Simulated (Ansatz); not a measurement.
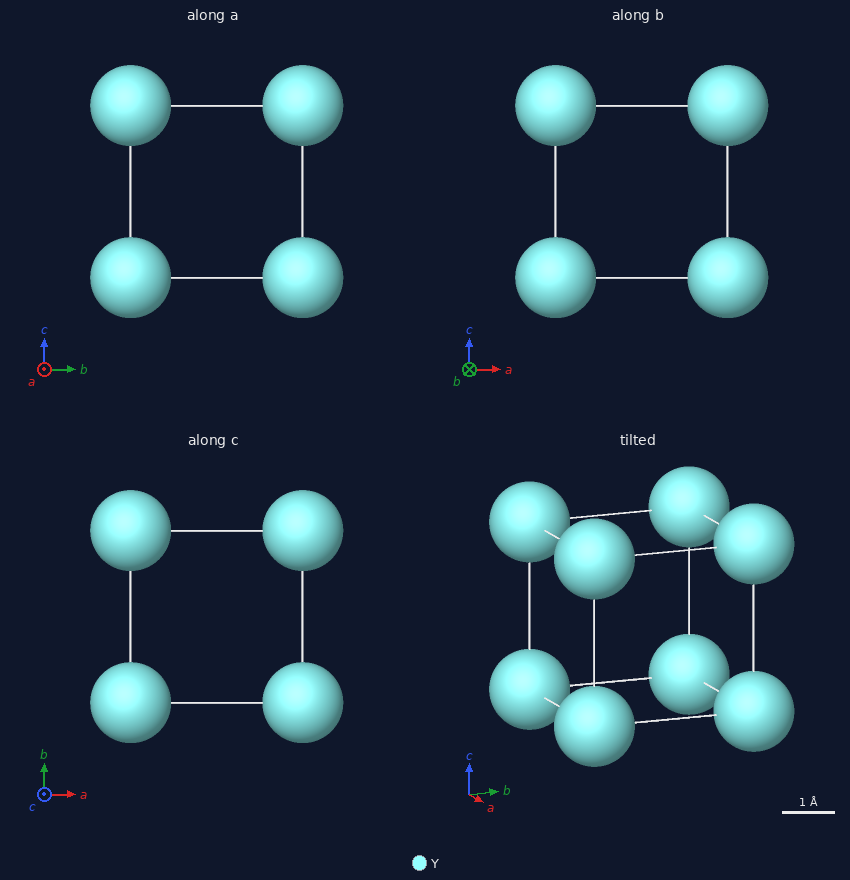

Crystal structure, spheres-only style, seen along the a axis, along the b axis, along the c axis and slightly off an axis. Atoms at the boundary of the conventional unit cell (the box) are drawn once for each face, edge or corner they touch.

Lattice parameters: a = 3.324 Å, b = 3.324 Å, c = 3.324 Å, α = 90.00°, β = 90.00°, γ = 90.00°. Put a along x and b in the xy plane.

> Record the structure as a POSCAR file.

```
Y
1.0
     3.324    0.000    0.000
     0.000    3.324    0.000
     0.000    0.000    3.324
Y
1
Direct
  0.0000 0.0000 0.0000
```

The cell started as a structure type filled with this element by a generator (whether the element takes this form wasn't checked). Earlier steps of the study may have refined or changed the cell and positions. It went into a calculation with Ansatz.
